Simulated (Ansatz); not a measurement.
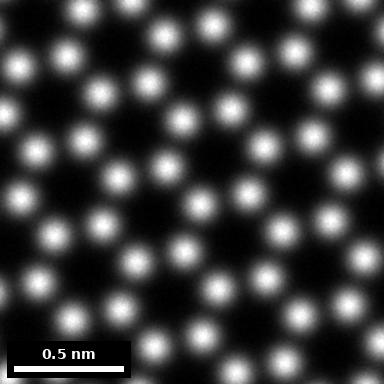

Dark-field STEM-like image of a crystal. The image is simulated as a sum over atoms of Z^1.7, blurred by a 1.19 Å probe (no channelling). The probe carries 15 % of its weight in a tail 2.5 times as wide. Shot noise was added.

Measure the repeat of the pattern.

Answer. The pattern repeats on a hexagonal net with a repeat of 3.9 Å.

Which plane group does this projection have?

Answer. p6mm: sixfold points with mirror lines through them.

How many columns does the smallest repeating cell hold, and how many levels of brightness?

Answer. 2 columns in the primitive cell of 13.4 Å², all of one brightness.

The crystal is Ca (P6_3/mmc, No. 194) seen along [001]. Structure: the geometry given to an electronic-structure calculation, possibly off equilibrium; the starting structure was generated, so it need not be a known form of this composition.
